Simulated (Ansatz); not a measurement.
## Two runs on SiO2

System: SiO2 (3 atoms in the cell).
Method of run A: DFT, r2SCAN, plane waves, PAW, no spin polarisation (Ansatz 0.2.0).

The structure was built on a prototype by a generator. The geometry comes from this level: r2SCAN (a point of a series of strains). Text and figures count atoms from 1; the logs count them from 0 in places.

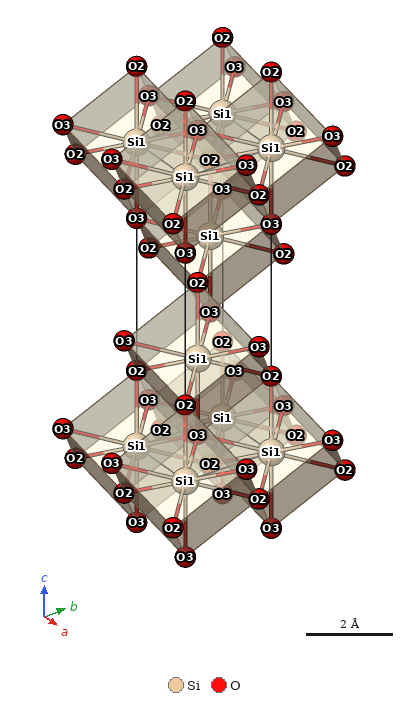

Figure 1. The structure (polyhedral view of the cell 3 times as large as that of the calculation, set on its symmetry axes, seen slightly off an axis; polyhedra are completed across the faces of the cell; atoms are numbered from 1 in the order of the input).

### The input, run A
```yaml
crystal:
  lattice:
    - [-0.0824157557, 2.1817533558, 2.1817533558]
    - [2.1817533558, -0.0824157557, 2.1817533558]
    - [2.1817533558, 2.1817533558, -0.0824157557]
  atoms:
    - { symbol: Si, position: [0.0, 0.0, 0.0] }
    - { symbol: O, position: [0.2497239304, 0.2497239304, 0.2497239304] }
    - { symbol: O, position: [0.7502760696, 0.7502760696, 0.7502760696] }
kpoints:
  mp_grid: { grid: [10, 10, 10] }
  band_path:
    path:
      - [0.0, 0.0, 0.0]
      - [0.5, 0.0, 0.5]
      - [0.625, 0.25, 0.625]
      - [0.375, 0.375, 0.75]
      - [0.5, 0.5, 0.5]
      - [0.5, 0.25, 0.75]
    npoints: 1
hamiltonian:
  xc: r2scan
scf:
  occupations: { method: fixed }
  n_extra_bands: 4
output:
  forces: true
  stress: true
  eigenvalues: true
```

Hardware: 4 threads of an Arm (aarch64) CPU, shared host.

### Output, shortened to warnings, some set-up lines, iterations and results (run A)
```
Basis set: ecut = 500 eV, 549 PW (Γ), exchange–correlation on 96×96×96 points (64 copies of the dense FFT grid, shifted against one another)
Symmetry: 12 space group operations
k-points: 116 of 1000
Initial density: superposition of atomic densities (neutral atoms: chi_scale 0, normalization atom), corrected by the library's trained network
[...]
SCF iter   1: F=—  HF=-1775.817243 eV  |F-HF|=—  |Δ(HF+E_count)|=         —  Δρ=1.89e-2  dr2=8.28e-2  dr2_τ=2.69e-1  ethr=1.77e-3  ⟨swp⟩=5.4  Hψ=7831  notcnv=0  defer=207
SCF iter   2: F=—  HF=-1775.987652 eV  |F-HF|=—  |Δ(HF+E_count)|=   1.70e-1  Δρ=7.88e-3  dr2=5.22e-3  dr2_τ=1.97e-3  ethr=5.18e-4  ⟨swp⟩=2.5  Hψ=3531  notcnv=0  defer=207
SCF iter   3: F=—  HF=-1775.987881 eV  |F-HF|=—  |Δ(HF+E_count)|=   2.30e-4  Δρ=3.03e-3  dr2=9.76e-4  dr2_τ=8.17e-5  ethr=3.26e-5  ⟨swp⟩=3.0  Hψ=2538  notcnv=0  defer=228
SCF iter   4: F=—  HF=-1775.987882 eV  |F-HF|=—  |Δ(HF+E_count)|=   6.52e-7  Δρ=4.62e-4  dr2=3.15e-5  dr2_τ=2.83e-6  ethr=6.10e-6  ⟨swp⟩=2.3  Hψ=2377  notcnv=0  defer=227
SCF iter   5: F=—  HF=-1775.987875 eV  |F-HF|=—  |Δ(HF+E_count)|=   6.87e-6  Δρ=1.18e-4  dr2=2.37e-6  dr2_τ=1.47e-7  ethr=1.97e-7  ⟨swp⟩=2.2  Hψ=2114  notcnv=0  defer=8
SCF iter   6: F=—  HF=-1775.987875 eV  |F-HF|=—  |Δ(HF+E_count)|=   3.54e-7  Δρ=3.76e-5  dr2=2.50e-7  dr2_τ=8.38e-9  ethr=1.48e-8  ⟨swp⟩=2.4  Hψ=2334  notcnv=0  defer=8
SCF iter   7: F=-1775.987875 eV  HF=-1775.987875 eV  |F-HF|=1.50e-9  |Δ(HF+E_count)|=   5.36e-9  Δρ=4.69e-6  dr2=4.01e-9  dr2_τ=1.12e-10  ethr=6.25e-10  ⟨swp⟩=6.5  Hψ=7114  …
SCF 1 converged in 7 iterations: F = -1775.987875 eV  dr2 = 4.01e-9
NSCF: frozen V_eff on 6 k-points
SCF converged after 7 iterations
Free energy (F): -1775.987875 eV
Harris-Foulkes:  -1775.987875 eV  (|F-HF|=1.50e-9)
Internal energy: -1775.987875 eV  (E = F + TS)
E sigma→0 (E₀):  -1775.987875 eV
Fermi energy:    12.754256 eV
--- Per-component energies (eV) ---
  E_band       = 54.933219
  E_kinetic    = 412.813408
  E_local      = -568.047863  (includes V_loc(G=0)·N_el)
  E_nonlocal   = 115.074430
  E_hartree    = 212.639489
  E_xc         = -202.375243
  E_vxc        = -267.777663  (∫ρ·V_xc dr)
  E_paw        = -840.822126  (= ΣΔE_a)
  E_vpaw       = -78.403470  (= ΣTr[D̂ρ^β])
  E_aug_tail   = 0.002221  (compensation charges beyond the density's cutoff)
  E_vtau       = 15.994796  (kinetic-family band-sum trace: ∫τ·v_τ [+ j·A + Jᵃ·Aᵃ] dr)
  E_ewald      = -905.131877
  E_core_change = -0.140315  (= ΣΔE_core)
  E_smearing   = -0.000000  (= −TS)
  E_closure    = 0.000000  (closes the sum)
  Σ components = -1775.987875   (vs F -1775.987875, Δ=0.00e0)
--- Forces (eV/Å), atoms counted from 1 ---
  atom   1  Si     0.00000000     0.00000000     0.00000000
  atom   2  O     -0.00014430    -0.00014430    -0.00014430
  atom   3  O      0.00014430     0.00014430     0.00014430
  max |Σ_I F_I| component: 1.39e-17 eV/Å
--- Stress (GPa, compression-positive) ---
       20.068577      -3.014233      -3.014233
       -3.014233      20.068577      -3.014233
       -3.014233      -3.014233      20.068577
  P = ⅓ Tr σ = 20.0686 GPa (200.686 kbar)
```

For run B the input was changed thus:
```diff
-  xc: r2scan
+  xc: pbe
-  occupations: { method: fixed }
+  occupations: { method: fermi_dirac, width: 0.02 }
```

How does run B compare with run A?

The total energies belong to different methods, so their difference says nothing on which is more stable or more accurate. The gap on the mesh goes from 2.89 to 2.24 eV. The pressure goes from 20.07 to 30.12 GPa. The largest force goes from 0.000 to 0.055 eV/Å. The functional changes from r2SCAN to PBE. The SCF takes 6 iterations against 7. The default cutoff goes from 500 to 420 eV with the change. The plane waves at Γ go from 549 to 435.

### Output, shortened to warnings, some set-up lines, iterations and results (run B)
```
Basis set: ecut = 420 eV, 435 PW (Γ), exchange–correlation on 48×48×48 points (8 copies of the dense FFT grid, shifted against one another)
Symmetry: 12 space group operations
k-points: 116 of 1000
Initial density: superposition of atomic densities (neutral atoms: chi_scale 0, normalization atom), corrected by the library's trained network
[...]
SCF iter   1: F=—  HF=-1770.116869 eV  |F-HF|=—  |Δ(HF+E_count)|=         —  Δρ=8.58e-3  dr2=1.32e-2  ethr=1.77e-3  ⟨swp⟩=6.3  Hψ=9326  notcnv=0
SCF iter   2: F=—  HF=-1770.113117 eV  |F-HF|=—  |Δ(HF+E_count)|=   3.75e-3  Δρ=2.18e-3  dr2=7.98e-4  ethr=8.22e-5  ⟨swp⟩=2.2  Hψ=2934  notcnv=0
SCF iter   3: F=—  HF=-1770.113033 eV  |F-HF|=—  |Δ(HF+E_count)|=   8.42e-5  Δρ=5.27e-4  dr2=2.17e-5  ethr=4.99e-6  ⟨swp⟩=2.5  Hψ=2597  notcnv=0
SCF iter   4: F=—  HF=-1770.113088 eV  |F-HF|=—  |Δ(HF+E_count)|=   5.54e-5  Δρ=5.61e-5  dr2=1.78e-7  ethr=1.35e-7  ⟨swp⟩=2.5  Hψ=2391  notcnv=0
SCF iter   5: F=-1770.113088 eV  HF=-1770.113088 eV  |F-HF|=3.41e-9  |Δ(HF+E_count)|=   3.85e-7  Δρ=6.77e-6  dr2=6.89e-9  ethr=1.11e-9  ⟨swp⟩=2.1  Hψ=2296  notcnv=0
SCF iter   6: F=-1770.113088 eV  HF=-1770.113088 eV  |F-HF|=1.25e-10  |Δ(HF+E_count)|=   1.59e-9  Δρ=9.49e-7  dr2=1.25e-10  ethr=4.30e-11  ⟨swp⟩=1.9  Hψ=4419  notcnv=0
SCF 1 converged in 6 iterations: F = -1770.113088 eV  dr2 = 1.25e-10
NSCF: frozen V_eff on 6 k-points
SCF converged after 6 iterations
Free energy (F): -1770.113088 eV
Harris-Foulkes:  -1770.113088 eV  (|F-HF|=1.25e-10)
Internal energy: -1770.113088 eV  (E = F + TS)
E sigma→0 (E₀):  -1770.113088 eV
Fermi energy:    14.146213 eV
--- Per-component energies (eV) ---
  E_band       = 65.374380
  E_kinetic    = 410.521296
  E_local      = -566.189601  (includes V_loc(G=0)·N_el)
  E_nonlocal   = 117.673135
  E_hartree    = 210.109729
  E_xc         = -206.835047
  E_vxc        = -241.110715  (∫ρ·V_xc dr)
  E_paw        = -830.265664  (= ΣΔE_a)
  E_vpaw       = -75.744330  (= ΣTr[D̂ρ^β])
  E_aug_tail   = 0.004940  (compensation charges beyond the density's cutoff)
  E_ewald      = -905.131877
  E_smearing   = -0.000000  (= −TS)
  E_closure    = 0.000000  (closes the sum)
  Σ components = -1770.113088   (vs F -1770.113088, Δ=0.00e0)
--- Forces (eV/Å), atoms counted from 1 ---
  atom   1  Si     0.00000000    -0.00000000     0.00000000
  atom   2  O      0.03191596     0.03191596     0.03191596
  atom   3  O     -0.03191596    -0.03191596    -0.03191596
  max |Σ_I F_I| component: 6.94e-18 eV/Å
--- Stress (GPa, compression-positive) ---
       30.118828      -2.496528      -2.496528
       -2.496528      30.118828      -2.496528
       -2.496528      -2.496528      30.118828
  P = ⅓ Tr σ = 30.1188 GPa (301.188 kbar)
```

### The two runs side by side

| quantity | run A | run B |
| --- | --- | --- |
| outcome | converged | converged |
| free energy per atom (eV) | −591.9960 | −590.0377 |
| gap on the mesh (eV) | 2.89 | 2.24 |
| pressure (GPa) | 20.07 | 30.12 |
| largest force (eV/Å) | 0.000 | 0.055 |
| SCF iterations | 7 | 6 |
| irreducible k-points | 116 | 116 |
| plane waves at Γ | 549 | 435 |
| wall time (shared host) | 1.2 s | 0.62 s |

For run A: The cell is under a pressure of 20 GPa at this level, so it is not at its equilibrium volume. For run B: The cell is under a pressure of 30 GPa at this level, so it is not at its equilibrium volume.
